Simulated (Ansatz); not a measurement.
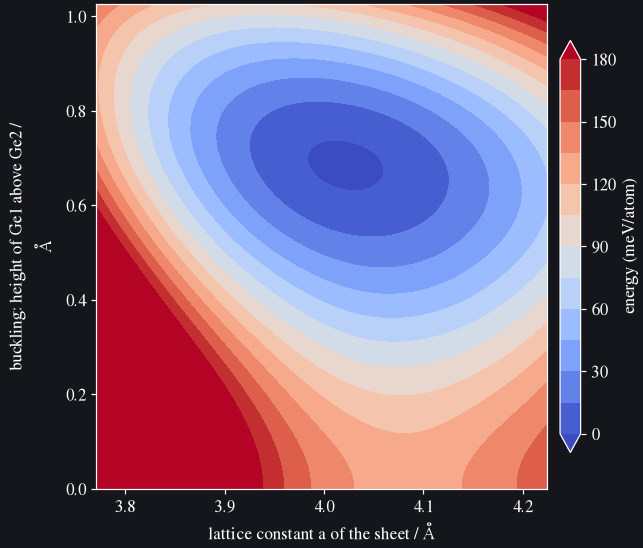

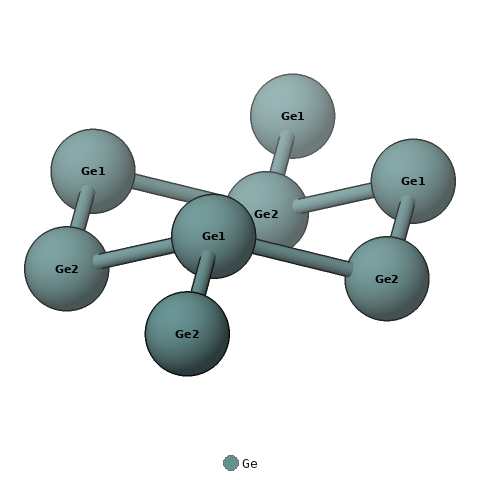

Energy landscape of a two-dimensional sheet of Ge of the honeycomb type (2 atoms in the cell). 
- The lattice constant and the buckling of a sheet are varied, nothing relaxed.
- First axis: lattice constant a of the sheet (both vectors scaled alike). Second axis: buckling: height of Ge1 above Ge2.
- The scan uses an 8 × 8 grid.
- Points are written as (first, second).
- Energies are in meV/atom, from the lowest grid point.
- Level of theory: DFT PBE+D3(BJ), scalar-relativistic, plane waves, PAW (Ansatz 0.2.0). Settings: cutoff 420 eV, k-mesh 12×12×1, gaussian smearing 0.1 eV, no spin polarisation.

Drawn: filled contours, one colour for all values above the top of the scale. Between grid points the surface is interpolated. The second picture is the structure at the lowest point.

Question: What does the map say about the system?

Answer: The lowest grid point is at (4.030 Å, 0.733 Å). It is the only kind of minimum in the scanned range. The highest grid point, (3.771 Å, 0.000 Å), lies 416 meV/atom above the lowest. Round the minimum the valley is somewhat tilted: raising the first coordinate shifts the best value of the second coordinate downwards (coupling k₁₂/√(k₁₁k₂₂) about 0.2).

The whole map (64 points run) took 17 min on 1 thread of Arm Neoverse N1, with other jobs on the host.

PAW datasets: the set soft_1.
